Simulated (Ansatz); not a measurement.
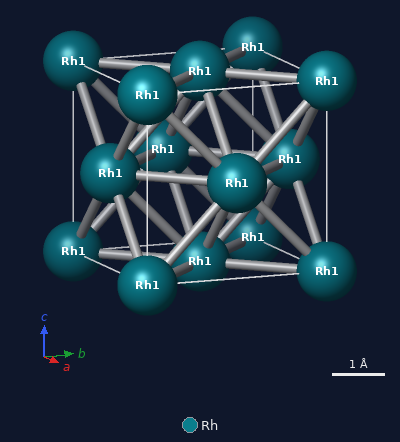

**Figure 1.** The structure of run 1 (ball-and-stick view of the cell 4 times as large as that of the calculation, set on its symmetry axes, seen slightly off an axis; atoms are numbered from 1 in the order of the input).

**Rh: one change and its effect**

System: Rh (Fm-3m, 1 atom in the cell).
Method of run 1: Kohn-Sham DFT of a periodic cell, PBE, Ansatz PAW, no spin polarisation (Ansatz 0.2.0).

The structure derives from an entry of the Crystallography Open Database. Text and figures count atoms from 1; the logs count them from 0 in places.

## The input, run 1
```yaml
crystal:
  lattice:
    - [0.0, 1.89785, 1.89785]
    - [1.89785, 0.0, 1.89785]
    - [1.89785, 1.89785, 0.0]
  atoms:
    - { symbol: Rh, position: [0.0, 0.0, 0.0] }
hamiltonian:
  xc: pbe
  pseudopotentials: { kind: paw }
kpoints:
  mp_grid: { grid: [12, 12, 12] }
scf:
  occupations: { method: fermi_dirac, width: 0.05 }
output:
  forces: true
  stress: true
  write_density: true
  write_potential: true
  elf: true
  volumetric_format: npy
relax:
  f_tol: 0.01
  max_steps: 40
  cell: { stress_tol: 0.05 }
```

Command:
```bash
ansatz run input.yaml --threads 2 --pin off --max-ram 5632MiB --backend cpu --events-out ev --progress --plain --runs-dir out
```

Hardware: 2 threads of Arm Neoverse V1, 24 GiB of memory available, shared host.

## Output, shortened to warnings, some set-up lines, iterations and results (run 1)
```
Basis set: ecut = 420 eV, 283 PW (Γ), exchange–correlation on 36×36×36 points (8 copies of the dense FFT grid, shifted against one another)
Symmetry: 48 space group operations
k-points: 72 of 1728
Initial density: superposition of atomic densities (neutral atoms: chi_scale 0, normalization atom), corrected by the library's trained network
[...]
SCF iter   1: F=—  HF=-6402.887662 eV  |F-HF|=—  |Δ(HF+E_count)|=         —  Δρ=2.79e-3  dr2=1.81e-4  ethr=1.77e-3  ⟨swp⟩=5.1  Hψ=5245  notcnv=0
SCF iter   2: F=—  HF=-6402.887825 eV  |F-HF|=—  |Δ(HF+E_count)|=   1.63e-4  Δρ=1.43e-3  dr2=4.50e-5  ethr=1.07e-6  ⟨swp⟩=2.7  Hψ=2224  notcnv=0
SCF iter   3: F=—  HF=-6402.887875 eV  |F-HF|=—  |Δ(HF+E_count)|=   4.95e-5  Δρ=1.69e-4  dr2=2.63e-6  ethr=2.64e-7  ⟨swp⟩=2.0  Hψ=1273  notcnv=0
SCF iter   4: F=—  HF=-6402.887874 eV  |F-HF|=—  |Δ(HF+E_count)|=   6.72e-7  Δρ=7.35e-5  dr2=1.54e-7  ethr=1.55e-8  ⟨swp⟩=2.4  Hψ=1253  notcnv=0
SCF iter   5: F=-6402.887874 eV  HF=-6402.887874 eV  |F-HF|=3.77e-8  |Δ(HF+E_count)|=   5.51e-8  Δρ=3.25e-5  dr2=8.24e-8  ethr=9.08e-10  ⟨swp⟩=2.2  Hψ=1515  notcnv=0
[... 23 lines ...]
SCF iter   3: F=—  HF=-6402.895948 eV  |F-HF|=—  |Δ(HF+E_count)|=   2.81e-6  Δρ=2.25e-5  dr2=1.79e-8  ethr=3.23e-10  ⟨swp⟩=2.1  Hψ=1206  notcnv=0
SCF iter   4: F=—  HF=-6402.895949 eV  |F-HF|=—  |Δ(HF+E_count)|=   1.08e-7  Δρ=1.85e-6  dr2=1.37e-10  ethr=1.05e-10  ⟨swp⟩=2.6  Hψ=1470  notcnv=0
SCF iter   5: F=-6402.895949 eV  HF=-6402.895949 eV  |F-HF|=1.82e-12  |Δ(HF+E_count)|=  2.55e-11  Δρ=1.56e-7  dr2=7.08e-13  ethr=1.00e-12  ⟨swp⟩=3.8  Hψ=4007  notcnv=0
SCF 5 converged in 5 iterations: F = -6402.895949 eV  dr2 = 7.08e-13
relax step   5: F+E_penalty+E_count = -6402.89594851 eV  Δ(F+E_penalty+E_count) = -2.584e-4 eV  max|allowed force component| = 0.000e0 eV/Å  Δτ_max = 0.0000 Å  P = +0.006 GPa …
basis re-selected at this cell: Δ(F+E_penalty+E_count) = -2.584e-4 eV, ΔP = -0.006 GPa vs the last step (what re-selecting the basis moved, of the pressure what is left beyond the Pulay correction that the steps carried, after the strain that the cell walked since its last selection, with what the …
SCF converged after 5 iterations
Free energy (F): -6402.895949 eV
Harris-Foulkes:  -6402.895949 eV  (|F-HF|=1.82e-12)
Internal energy: -6402.887121 eV  (E = F + TS)
E sigma→0 (E₀):  -6402.891535 eV
Entropy (-TS):   -0.008827 eV (-8.827 meV/atom)
Fermi energy:    21.808326 eV
--- Per-component energies (eV) ---
  E_band       = -94.160266
  E_kinetic    = 572.709249
  E_local      = -1588.138930  (includes V_loc(G=0)·N_el)
  E_nonlocal   = 354.419912
  E_hartree    = 558.080637
  E_xc         = -221.770084
  E_vxc        = -278.395002  (∫ρ·V_xc dr)
  E_paw        = -3586.795213  (= ΣΔE_a)
  E_vpaw       = -270.917657  (= ΣTr[D̂ρ^β])
  E_aug_tail   = 0.000883  (compensation charges beyond the density's cutoff)
  E_ewald      = -2491.393574
  E_smearing   = -0.008827  (= −TS)
  E_closure    = -0.000000  (closes the sum)
  Σ components = -6402.895949   (vs F -6402.895949, Δ=0.00e0)
--- Forces (eV/Å), atoms counted from 1 ---
  atom   1  Rh    -0.00000000     0.00000000    -0.00000000
  max |Σ_I F_I| component: 4.11e-32 eV/Å
--- Stress (GPa, compression-positive) ---
        0.005559      -0.000000      -0.000000
       -0.000000       0.005559      -0.000000
       -0.000000      -0.000000       0.005559
  P = ⅓ Tr σ = 0.0056 GPa (0.056 kbar)
--- Relaxed structure (4 steps of the walk, 4 accepted, 1 SCFs on fresh bases) ---
  F+E_penalty+E_count = -6402.89594851 eV   max|allowed force component| = 0.000e0 eV/Å   (the final SCF, on the basis selected at the relaxed cell)
  cell:  # Å, volume = 14.0362 Å³
    - [1.0572896968258348e-33, 1.9145803031761768, 1.9145803031761768]
    - [1.9145803031761768, -1.2865814383061365e-33, 1.9145803031761768]
    - [1.9145803031761768, 1.9145803031761768, 7.643058049343382e-34]
  atoms:
    - { symbol: Rh, position: [0.0, 0.0, 0.0] }
```

The input of run 2 differs as follows (lines with − go, lines with + come):
```diff
+  dispersion: d4
```

How does run 2 compare with run 1?

The total energies belong to different models, so their difference says nothing on which is more stable or more accurate. The volume per atom goes from 14.04 to 13.59 Å³. The SCF takes 19 iterations over all geometry steps against 23.

## Output, shortened to warnings, some set-up lines, iterations and results (run 2)
```
Basis set: ecut = 420 eV, 283 PW (Γ), exchange–correlation on 36×36×36 points (8 copies of the dense FFT grid, shifted against one another)
Symmetry: 48 space group operations
k-points: 72 of 1728
Initial density: superposition of atomic densities (neutral atoms: chi_scale 0, normalization atom), corrected by the library's trained network
[...]
SCF iter   1: F=—  HF=-6403.736969 eV  |F-HF|=—  |Δ(HF+E_count)|=         —  Δρ=2.79e-3  dr2=1.81e-4  ethr=1.77e-3  ⟨swp⟩=5.1  Hψ=5245  notcnv=0
SCF iter   2: F=—  HF=-6403.737132 eV  |F-HF|=—  |Δ(HF+E_count)|=   1.63e-4  Δρ=1.43e-3  dr2=4.50e-5  ethr=1.07e-6  ⟨swp⟩=2.7  Hψ=2224  notcnv=0
SCF iter   3: F=—  HF=-6403.737181 eV  |F-HF|=—  |Δ(HF+E_count)|=   4.95e-5  Δρ=1.69e-4  dr2=2.63e-6  ethr=2.64e-7  ⟨swp⟩=2.0  Hψ=1273  notcnv=0
SCF iter   4: F=—  HF=-6403.737180 eV  |F-HF|=—  |Δ(HF+E_count)|=   6.72e-7  Δρ=7.35e-5  dr2=1.54e-7  ethr=1.55e-8  ⟨swp⟩=2.4  Hψ=1253  notcnv=0
SCF iter   5: F=-6403.737181 eV  HF=-6403.737181 eV  |F-HF|=3.77e-8  |Δ(HF+E_count)|=   5.51e-8  Δρ=3.25e-5  dr2=8.24e-8  ethr=9.08e-10  ⟨swp⟩=2.2  Hψ=1515  notcnv=0
[... 17 lines ...]
SCF iter   3: F=—  HF=-6403.737624 eV  |F-HF|=—  |Δ(HF+E_count)|=   3.35e-9  Δρ=3.10e-6  dr2=8.57e-10  ethr=1.54e-11  ⟨swp⟩=2.2  Hψ=1338  notcnv=0
SCF iter   4: F=—  HF=-6403.737624 eV  |F-HF|=—  |Δ(HF+E_count)|=  8.55e-11  Δρ=5.73e-7  dr2=1.29e-11  ethr=5.04e-12  ⟨swp⟩=2.9  Hψ=1545  notcnv=0
SCF iter   5: F=-6403.737624 eV  HF=-6403.737624 eV  |F-HF|=1.82e-12  |Δ(HF+E_count)|=  5.46e-12  Δρ=6.38e-8  dr2=2.29e-13  ethr=1.00e-12  ⟨swp⟩=4.5  Hψ=3161  notcnv=0
SCF 4 converged in 5 iterations: F = -6403.737624 eV  dr2 = 2.29e-13
relax step   4: F+E_penalty+E_count = -6403.73762437 eV  Δ(F+E_penalty+E_count) = +6.676e-5 eV  max|allowed force component| = 0.000e0 eV/Å  Δτ_max = 0.0000 Å  P = -0.015 GPa …
basis re-selected at this cell: Δ(F+E_penalty+E_count) = +6.676e-5 eV, ΔP = +0.004 GPa vs the last step (what re-selecting the basis moved, of the pressure what is left beyond the Pulay correction that the steps carried, after the strain that the cell walked since its last selection, with what the …
SCF converged after 5 iterations
Free energy (F): -6403.737624 eV
Harris-Foulkes:  -6403.737624 eV  (|F-HF|=1.82e-12)
Internal energy: -6403.729391 eV  (E = F + TS)
E sigma→0 (E₀):  -6403.733508 eV
Entropy (-TS):   -0.008233 eV (-8.233 meV/atom)
Fermi energy:    22.739097 eV
--- Per-component energies (eV) ---
  E_band       = -80.467279
  E_kinetic    = 573.851113
  E_local      = -1548.569197  (includes V_loc(G=0)·N_el)
  E_nonlocal   = 354.399839
  E_hartree    = 544.909233
  E_xc         = -222.220047
  E_vxc        = -279.012378  (∫ρ·V_xc dr)
  E_paw        = -3586.832440  (= ΣΔE_a)
  E_vpaw       = -270.955972  (= ΣTr[D̂ρ^β])
  E_aug_tail   = 0.000831  (compensation charges beyond the density's cutoff)
  E_ewald      = -2518.414770
  E_disp       = -0.853953  (pairwise vdW)
  E_smearing   = -0.008233  (= −TS)
  E_closure    = -0.000000  (closes the sum)
  Σ components = -6403.737624   (vs F -6403.737624, Δ=0.00e0)
--- Forces (eV/Å), atoms counted from 1 ---
  atom   1  Rh    -0.00000000     0.00000000    -0.00000000
  max |Σ_I F_I| component: 2.88e-32 eV/Å
--- Stress (GPa, compression-positive) ---
       -0.014666      -0.000000      -0.000000
       -0.000000      -0.014666      -0.000000
       -0.000000      -0.000000      -0.014666
  P = ⅓ Tr σ = -0.0147 GPa (-0.147 kbar)
--- Relaxed structure (3 steps of the walk, 3 accepted, 1 SCFs on fresh bases) ---
  F+E_penalty+E_count = -6403.73762437 eV   max|allowed force component| = 0.000e0 eV/Å   (the final SCF, on the basis selected at the relaxed cell)
  cell:  # Å, volume = 13.5893 Å³
    - [-3.694144723849303e-34, 1.8940379170527224, 1.8940379170527224]
    - [1.8940379170527224, -5.987062138652318e-34, 1.8940379170527224]
    - [1.8940379170527224, 1.8940379170527224, -4.0762976263164716e-34]
  atoms:
    - { symbol: Rh, position: [0.0, 0.0, 0.0] }
```

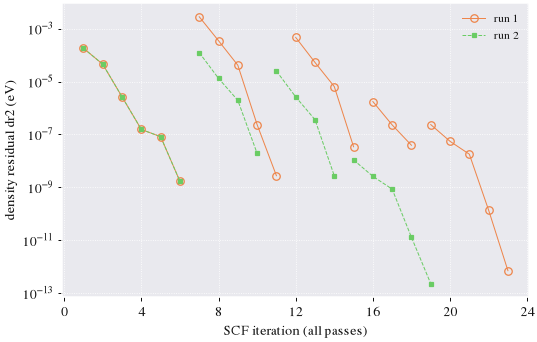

**Figure 2.** Convergence of the two runs: density residual dr2 against the SCF iteration. A break in a curve parts two SCF passes. Run 1 takes 23 iterations in all, and run 2 takes 19.

## The two runs side by side

```csv
quantity,run 1,run 2
outcome,converged,converged
free energy per atom (eV),−6402.8959,−6403.7376
"energy per atom, smearing taken to zero (eV)",−6402.8915,−6403.7335
gap on the mesh (eV),0.00,0.00
pressure (GPa),0.01,−0.01
volume per atom (Å³),14.04,13.59
largest force (eV/Å),0.000,0.000
SCF iterations,23,19
irreducible k-points,72,72
wall time (shared host),2.4 s,2.5 s
```
